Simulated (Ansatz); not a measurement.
## Fe13Co3: geometry relaxation (part 4 of 4)

The same run, continued: Fe13Co3 (16 atoms in the cell); DFT r2SCAN, scalar-relativistic, plane waves, PAW, spin-polarised (Ansatz 0.2.0); cutoff 500 eV, 6×6×6 k-mesh, Gaussian smearing of 0.1 eV, collinear spins. The structure derives from a Materials Project entry.

Geometry of the input (Å; fractional positions):
```
5.6927  0.0000  0.0000
0.0000  5.6927  0.0000
0.0000  0.0000  5.6911
Fe 0.5000  0.0000  0.5000
Fe 0.7483  0.2517  0.7523
Fe 0.2517  0.7483  0.2477
Fe 0.2517  0.7483  0.7523
Fe 0.2517  0.2517  0.7523
Fe 0.0000  0.0000  0.5000
Fe 0.7483  0.2517  0.2477
Fe 0.7483  0.7483  0.7523
Fe 0.7483  0.7483  0.2477
Fe 0.0000  0.5000  0.5000
Fe 0.5000  0.0000  0.0000
Fe 0.2517  0.2517  0.2477
Fe 0.0000  0.5000  0.0000
Co 0.0000  0.0000  0.0000
Co 0.5000  0.5000  0.5000
Co 0.5000  0.5000  0.0000
```

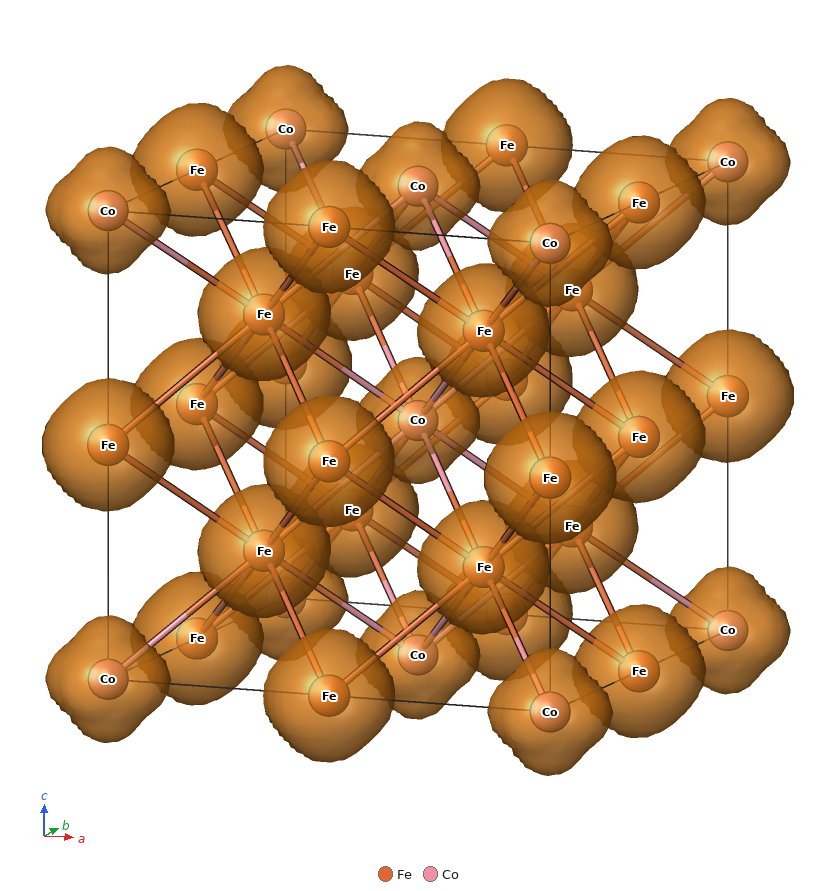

*Isosurfaces of the spin density (up minus down) at +0.3 (orange) and −0.3 e/Å³ (purple), seen slightly off an axis. Sticks mark near contacts. The outline is the cell set on symmetry axes.*

The cell of the calculation (16 atoms) carries 40.0 μB net. Only one sign reaches the isovalue. Core electrons are frozen (PAW), so the fields are smoothed inside the atomic spheres.

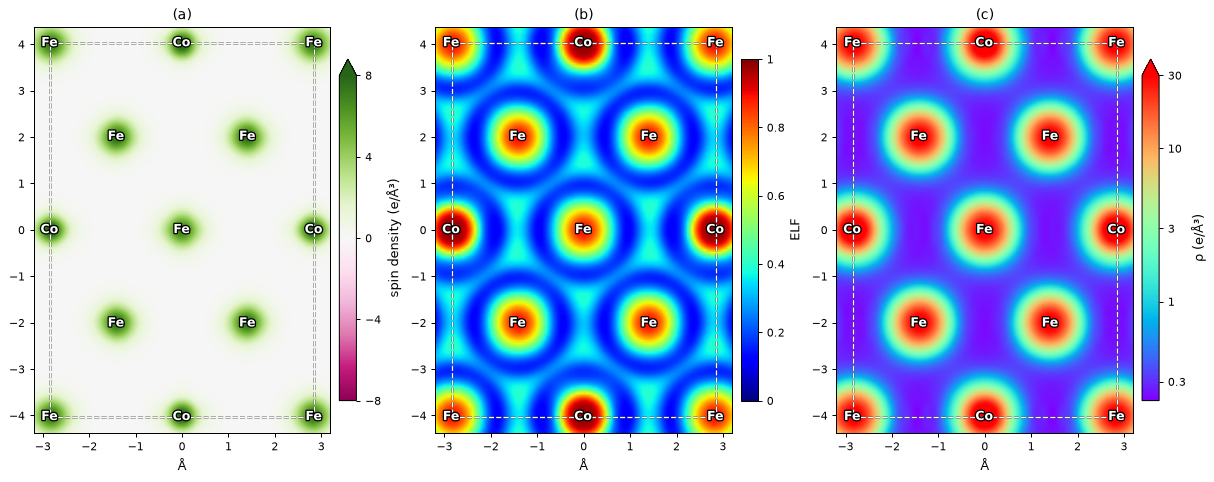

*(a) spin density; (b) electron localisation function; (c) valence charge density (pseudo) on the (101) plane of the conventional cell.*

The section cuts through Fe and Co sites. Fe–Co (2.47 Å): ρ is about 0.34 e/Å³ halfway; the ELF is about 0.25 at the midpoint (no shared electron pair). Fe–Fe (2.47 Å): ρ is about 0.34 e/Å³ halfway; the ELF is about 0.25 at the midpoint (no shared electron pair). Away from the nuclei the density in this plane falls to 0.23 e/Å³ at its lowest. The strong features right at Fe and Co lie inside the PAW spheres (semicore, d or f shells) and say nothing about bonding. The cell of the calculation (16 atoms) carries 40.0 μB net.
